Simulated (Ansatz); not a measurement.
Consider N.

```yaml
crystal:
  lattice:
    - [3.08279, 0.00000, 0.00000]
    - [0.00000, 3.08279, 0.00000]
    - [0.00000, 0.00000, 3.08279]
  atoms:
    - { symbol: N, position: [0.12500, 0.12500, 0.12500] }
    - { symbol: N, position: [0.37500, 0.87500, 0.62500] }
    - { symbol: N, position: [0.62500, 0.37500, 0.87500] }
    - { symbol: N, position: [0.87500, 0.62500, 0.37500] }
```

Space group P4₃32.

All numbers below come from DFT PBEsol, scalar-relativistic, plane waves, PAW (Ansatz).

What will maps of the valence pseudo-density and electron localisation function show?

Answer. N–N (1.89 Å): the density is about 0.7 e/Å³ at the midpoint; the ELF peaks at about 0.80 in the valence shell of N, 0.6 Å from its nucleus, and drops to about 0.40 between the two atoms.

Does the calculation make it a metal, or give it a gap?

Answer. It is metallic or semimetallic at this level of theory: no gap opens.

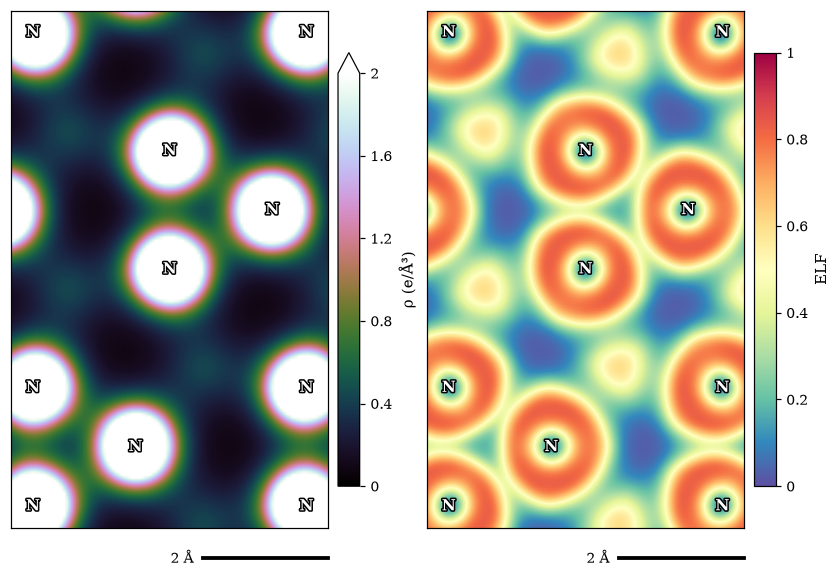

Computed valence pseudo-density and electron localisation function on the (111) plane of the conventional cell, in this order. Atoms just off the plane (N, 0.9 Å away) can leave unmarked features too.

Core electrons are frozen (PAW), and the valence fields are smoothed inside the atomic spheres.
